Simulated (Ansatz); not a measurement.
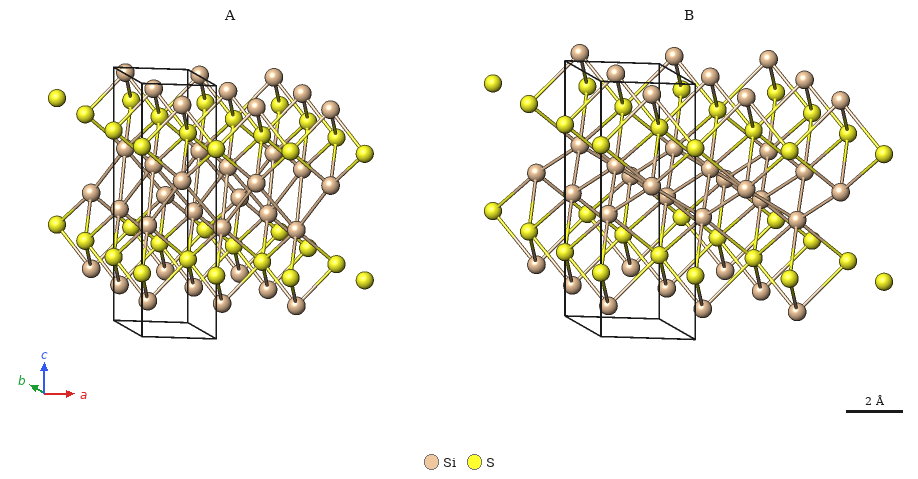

Two geometries of a crystal of Si2S (a generated structure, set up in P6_3/mmc) (coarse preliminary run), drawn at one scale. One is the start of a relaxation, the other its converged end. The picture is a ball-and-stick view of the cell of the calculation, repeated 3 × 3 × 1 with one cell outlined, seen from a free direction.

These are results of Ansatz 0.2.0, DFT r2SCAN, scalar-relativistic, plane waves, PAW, not measurements. (plane-wave cutoff 500 eV; k-point mesh 12 × 12 × 2; occupations gaussian; smearing width 0.1 eV; no spin polarisation; cell and atoms relaxed; force threshold 0.05 eV/Å; at most 60 steps)

Question: Which one is relaxed?

Answer: Structure B is the relaxed one. Case: Hf → Si on all its sites, cell and atoms relaxed. After 7 accepted moves (8 points after the start) the energy has fallen by 8.735 eV per cell of the calculation. Largest force component: 6 eV/Å at the start, 0.011 eV/Å at the end. The pressure goes from 96.02 to 0.09 GPa. The SCF was repeated once at an unchanged geometry on a basis and grid sized afresh for the cell, which shifted the energy by 36.8 meV per cell of the calculation at most. The largest moves relative to the cell, 0.28 Å, are those of Si atoms. S stays in place. The volume changes by +62.7 %, with a = b 2.711 → 3.444 Å (+27.0 %), c 9.412 → 9.489 Å (+0.8 %). Among the contacts that change: Si–Si 2.711 → 3.444 Å, S–S 2.711 → 3.444 Å, Si–Si 2.818 → 3.411 Å, S–Si 2.106 → 2.620 Å. Among the angles between lasting bonds that change: Si–Si–Si 67.1° → 92.0°, Si–Si–S 106.1° → 92.7°, Si–S–Si 84.0° → 81.3°. The space group stays P6_3/mmc (No. 194). The run took 45 s on 1 thread of Oxide Virtual Turin-like Processor (Zen 5), on a shared host, peak memory 0.67 GiB.
